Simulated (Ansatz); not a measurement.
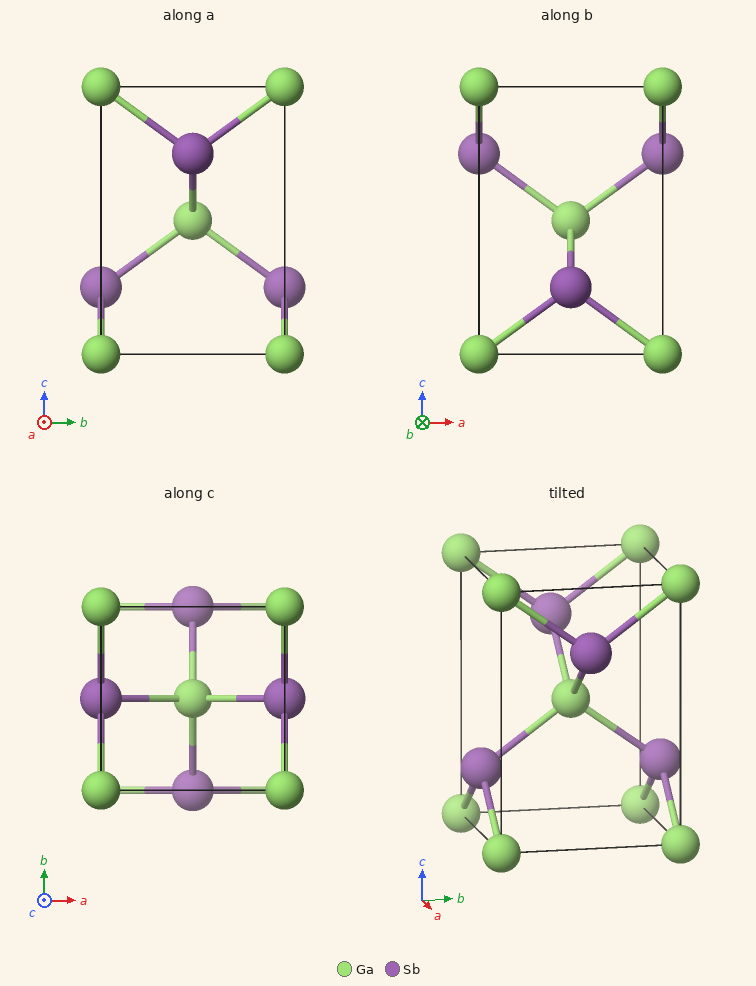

We look at a ball-and-stick model of the crystal along the a axis, along the b axis, along the c axis and slightly off an axis. Lines trace the edges of the conventional unit cell.

Lattice parameters: a = 4.336 Å, b = 4.336 Å, c = 6.316 Å, α = 90.00°, β = 90.00°, γ = 90.00°. Put a along x and b in the xy plane.

### Reconstruct the structure as a POSCAR file.

```
Ga Sb
1.0
     4.336    0.000    0.000
     0.000    4.336    0.000
     0.000    0.000    6.316
Ga Sb
2 2
Direct
  0.0000 0.0000 0.0000
  0.5000 0.5000 0.5000
  0.5000 0.0000 0.2500
  0.0000 0.5000 0.7500
```

The cell started as a structure type filled with these elements by a generator (whether the compound takes this form wasn't checked). The cell was then strained or its atoms displaced on purpose. It went into a calculation with Ansatz.
